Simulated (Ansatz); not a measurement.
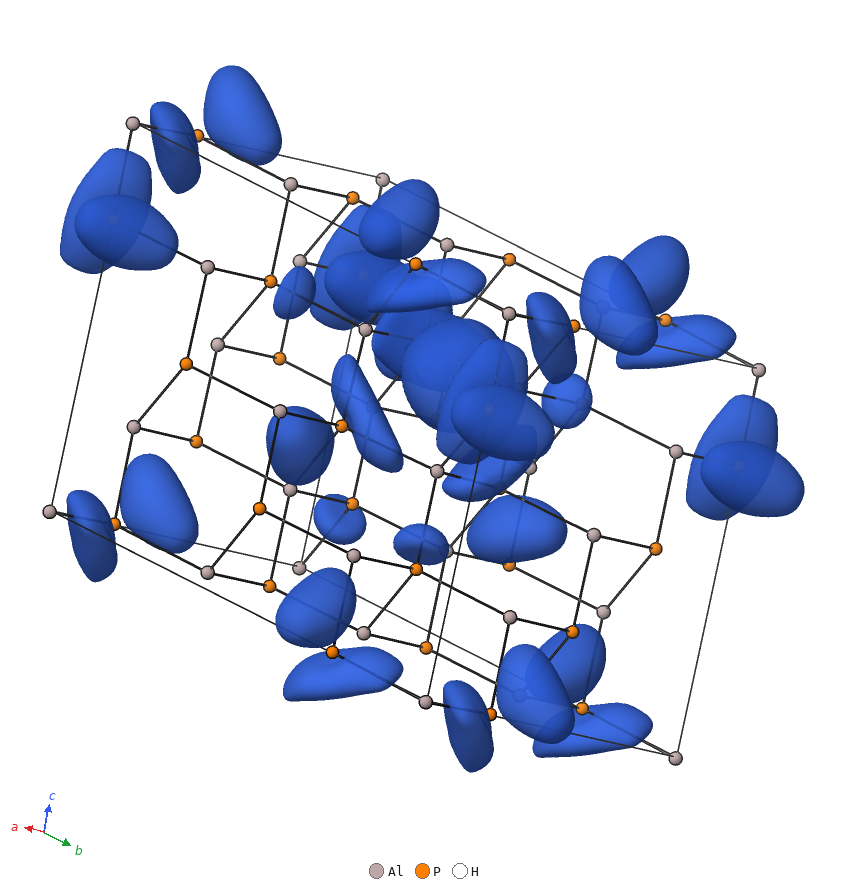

The picture shows: Al16P16H (cell with a defect). Isosurface of the spin density (up minus down) at +0.004 e/Å³ (blue), seen at an oblique angle. Sticks mark near contacts.

Spin-polarised.

Computed with Ansatz, DFT PBE, scalar-relativistic, plane waves, PAW.

The density is the valence pseudo-density of a PAW calculation; it isn't the true density close to the nuclei.

**Which atoms carry the moments, and with what signs?**

The spin density sits on H: +0.4 μB in one cell of 33 atoms: with much of the spin spread outside that site. The cell of the calculation (33 atoms) carries 1.0 μB of net spin moment.
